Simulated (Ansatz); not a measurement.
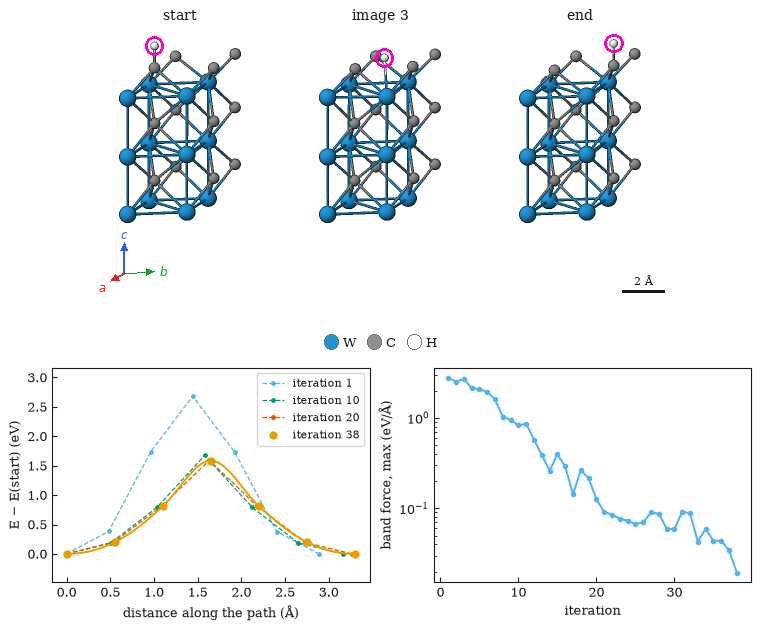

A search for the minimum-energy path of H on WC(001) (25 atoms in the cell) by the nudged elastic band. Images are numbered from 0 (start) to 6 (end). The plot follows the band through its iterations. A ball-and-stick model of the simulation cell, with the vacuum cut short (origin moved), seen slightly off an axis. The moving atom is ringed, with any periodic copies. Bonds to atoms that aren't drawn are left out.

The calculation used DFT PBE, scalar-relativistic, plane waves, PAW (Ansatz). Run with plane-wave cutoff 420 eV; k-point mesh 3 × 3 × 1; Fermi-Dirac smearing 0.15 eV; 8 atoms held fixed; 5 movable images; climbing image; force threshold 0.03 eV/Å; iteration limit 45; optimiser FIRE; starting path by straight interpolation.

### How did the profile develop, and is the result final?

The run is converged, with reservations. The band converged in 38 iterations. The largest component of the band force went from 2.8 to 0.019 eV/Å. The climbing image converged on the top of the path. A check of its curvatures didn't confirm a first-order saddle. The first iteration put the highest image at 2.68 eV. The barrier is about 1.59 eV in both directions, with image 3 at the top; the ends have the same energy.

Limits of the set-up: the periodic images lie only 5.8 Å apart, so the values are limited by the cell's size.

PAW datasets: the set soft_1.
